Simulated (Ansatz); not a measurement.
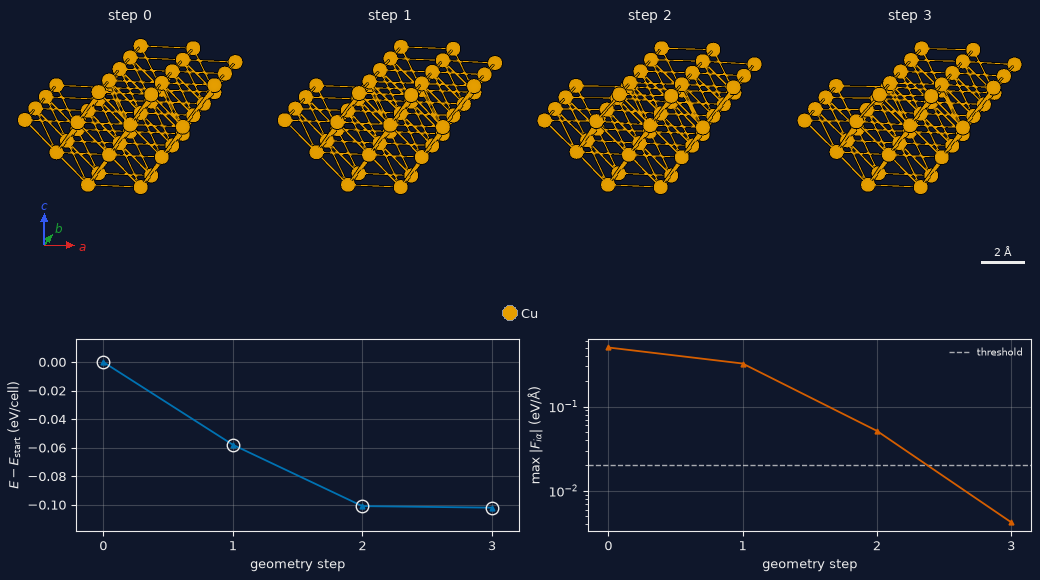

Frames of a constrained relaxation of a slab of composition Cu (cut from the Fm-3m phase), marked on the history of the run. The picture is a ball-and-stick view of the atoms within 5.8 Å of the atom that moves most (axes of the 1 × 2 repeat of the cell, outlined in the plane, without the vacuum), seen slightly off an axis.

Case: stripe over 3 of 6 cells, two steps. 12 atoms are held fixed.

Level of theory: DFT PBEsol, scalar-relativistic, plane waves, PAW in Ansatz. Set-up: plane-wave cutoff 420 eV; k-point mesh 3 × 14 × 1; occupations gaussian; smearing width 0.1 eV; no spin polarisation; dipole correction; atoms relaxed in a fixed cell; force threshold 0.02 eV/Å; at most 45 steps.

**What happens along the run?**

The largest moves, 0.13 Å, are those of Cu atoms. The lattice vectors keep their values. Some distances before and after: Cu–Cu 2.520 → 2.433 Å, Cu–Cu 2.520 → 2.461 Å, Cu–Cu 2.520 → 2.571 Å, Cu–Cu 2.520 → 2.489 Å. Over 3 geometry steps the energy falls by 0.102 eV per cell of the calculation. The largest force component goes from 0.5 to 0.0042 eV/Å. From step 0 to 1: Cu atoms move most (0.05 Å), energy −57.9 meV per cell of the calculation. From step 1 to 2: Cu atoms move most (0.07 Å), energy −43.0 meV per cell of the calculation. From step 2 to 3: energy −1.1 meV per cell of the calculation.

```
step  E − E(0), meV/atom  largest force component, eV/Å
   0                0.00                         0.5035
   1               -2.14                         0.3249
   2               -3.74                         0.0516
   3               -3.78                         0.0042
```
